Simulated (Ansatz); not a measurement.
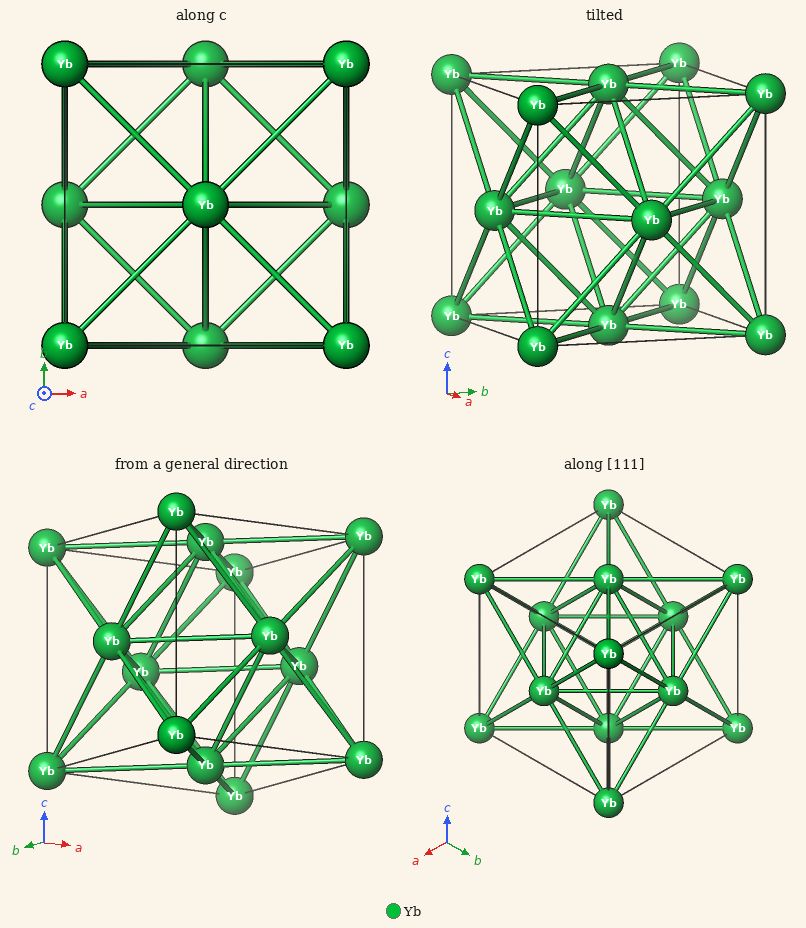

Drawn in the ball-and-stick manner and seen along the c axis, slightly off an axis, from a general direction and along [111]. Thin lines show the conventional unit cell, with boundary atoms drawn in all their periodic places.

Give the number of atoms in the outlined cell.

4 (ytterbium), counting shared atoms by their share.

Name the space group.

Fm-3m (No. 225), with Yb on 4a.

What structure family is shown?

Face-centred cubic (Cu type).

What kind of network do the bonds form?

The bonds build a three-dimensional framework.

The cell started as the standard structure of this element. Earlier steps of the study may have refined or changed the cell and positions. It went into a calculation with Ansatz.
